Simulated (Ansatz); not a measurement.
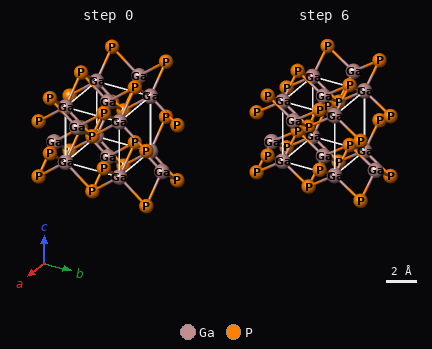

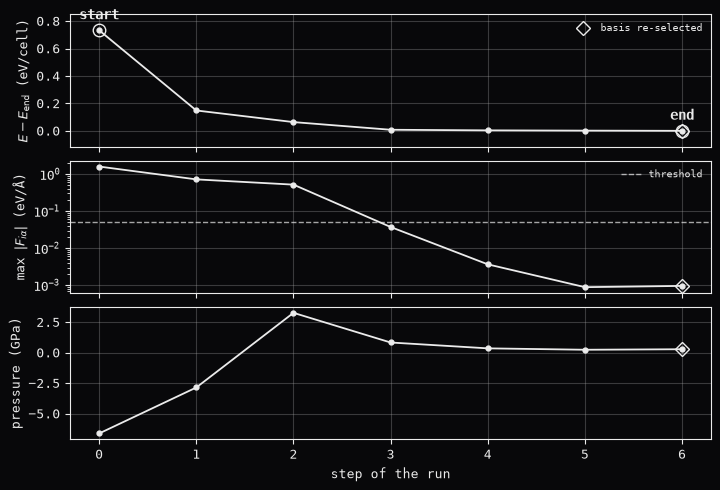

First and last geometry of a relaxation of a crystal of GaP (a generated structure, set up in P4/nmm) (coarse preliminary run), with the history of the run. A ball-and-stick model of the cell of the calculation, seen from a free direction.

Case: Bi → P, In → Ga on all its sites, cell and atoms relaxed.

Theory: DFT PBE, scalar-relativistic, plane waves, PAW in Ansatz 0.2.0. (plane-wave cutoff 420 eV; k-point mesh 6 × 6 × 6; occupations gaussian; smearing width 0.1 eV; no spin polarisation; cell and atoms relaxed; force threshold 0.05 eV/Å; at most 60 steps)

Q: Read the history and describe the run.

A: It converged. Over 5 accepted moves (6 points after the start) the energy falls by 0.733 eV per cell of the calculation. The largest force component goes from 1.6 to 0.00096 eV/Å. Pressure: −6.62 GPa at the start and 0.28 GPa at the end. The SCF was repeated once at an unchanged geometry on a basis and grid sized afresh for the cell, which shifted the energy by 1.4 meV per cell of the calculation at most. The largest moves relative to the cell, 0.43 Å, are those of P atoms. Ga stays in place. The volume changes by +0.9 %, with a = b 4.252 → 4.097 Å (−3.6 %), c 4.286 → 4.658 Å (+8.7 %). Near-neighbour distances that change, for instance: Ga–P 2.715 → 2.486 Å. Among the angles between lasting bonds that change: P–Ga–P 103.1° → 111.0°, Ga–P–Ga 103.1° → 111.0°, P–Ga–P 112.8° → 108.7°. The space group stays P4/nmm (No. 129).

| step | E − E(0), meV/atom | largest force component, eV/Å | pressure, GPa | volume, Å³/atom | note |
| --- | --- | --- | --- | --- | --- |
| 0 | 0.00 | 1.6039 | -6.62 | 19.369 |  |
| 1 | -146.07 | 0.7216 | -2.86 | 18.673 |  |
| 2 | -167.23 | 0.5205 | 3.26 | 18.505 |  |
| 3 | -181.20 | 0.0373 | 0.83 | 19.020 |  |
| 4 | -182.29 | 0.0037 | 0.35 | 19.275 |  |
| 5 | -182.78 | 0.0009 | 0.24 | 19.549 |  |
| 6 | -183.14 | 0.0010 | 0.28 | 19.549 | same geometry, new basis |
